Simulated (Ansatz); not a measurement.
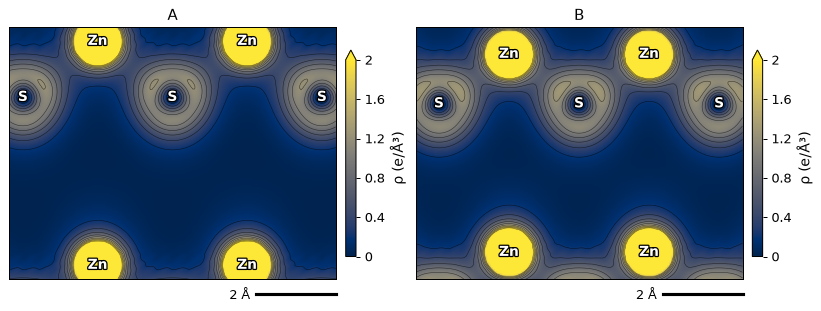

ZnS. The valence pseudo-density of two cells that differ in size and shape, on the (011̄) plane of each (indices in the axes of the calculation cell), at one length scale and on one colour scale: A has 19.7 Å³ an atom and B 15.4.

All numbers below come from Ansatz, DFT PBE, scalar-relativistic, plane waves, PAW.

Core electrons are frozen (PAW), and the valence fields are smoothed inside the atomic spheres.

The larger cell:

```xyz
2
Lattice="0.0000 2.8128 2.4883 2.8128 0.0000 2.4883 2.8128 2.8128 0.0000" Properties=species:S:1:pos:R:3 pbc="T T T"
Zn    0.0000    0.0000    0.0000
S     4.2193    4.2193    3.7324
```

The smaller cell: a = 3.519 Å, b = 3.519 Å, c = 3.519 Å, α = 60.00°, β = 60.00°, γ = 60.00°.

What does the compression do to the bonding and the properties?

From the larger cell to the smaller, Zn–S goes from 2.35 to 2.15 Å, and the density at its midpoint from 0.51 to 0.71 e/Å³; the pressure goes from 1.4 to 34 GPa; the Kohn–Sham gap goes from 1.9 eV to 2.7 eV.
